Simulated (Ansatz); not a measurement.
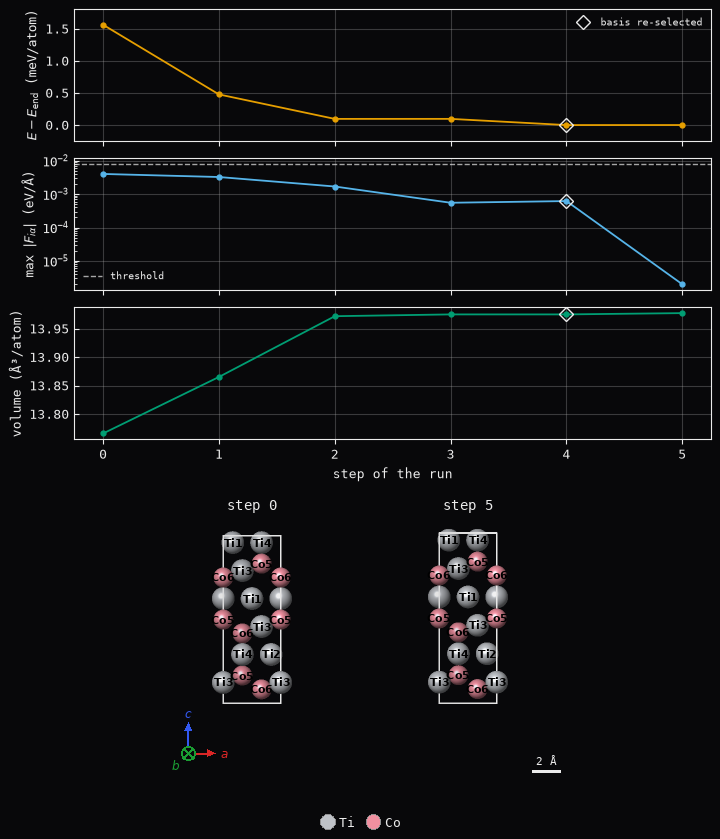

First and last geometry of a relaxation of solid Ti2Co (set up in R-3m), with the history of the run. A spheres-only model of the conventional cell (3 times the calculation's cell), seen along the b axis. Lengths and directions refer to the drawn axes.

Case: biaxial strain in the a-b plane of -2.0 %; c and atoms relaxed.

The calculation used DFT PBEsol, scalar-relativistic, plane waves, PAW (Ansatz 0.2.0). Settings: plane-wave cutoff 420 eV; k-point mesh 10 × 10 × 10; occupations gaussian; smearing width 0.1 eV; collinear spin; cell relaxed at fixed a, b, gamma; force threshold 0.008 eV/Å; at most 40 steps.

Read the history and describe the run.

The run was cut off at its time limit before the relaxation converged, so the last structure is only a point on the way. The largest moves relative to the cell, 0.009 Å, are those of Co5 and Co6. Co5 goes along −c. Ti stays in place. Cell: a = b unchanged at 4.836 Å, c 12.233 → 12.421 Å (+1.5 %). Volume +1.5 %. Among the contacts that change: Co5–Co6 3.068 → 3.132 Å, Ti1–Co5 2.902 → 2.928 Å, Ti1–Ti3 2.471 → 2.497 Å, Ti1–Co5 (another image) 2.864 → 2.881 Å. The space group stays R-3m (No. 166). Over 4 accepted moves (5 points after the start) the energy falls by 1.6 meV per atom. The largest force component goes from 0.004 to under 0.0001 eV/Å. The pressure goes from 3.47 to 1.57 GPa. At 1 point the geometry stayed and the basis and grid were re-selected for the new cell (energy shift of 0.1 meV per atom at most each time). Cost: 5.4 min on 1 thread of Intel(R) Xeon(R) 6975P-C (Granite Rapids), on a shared host, peak memory 0.96 GiB.
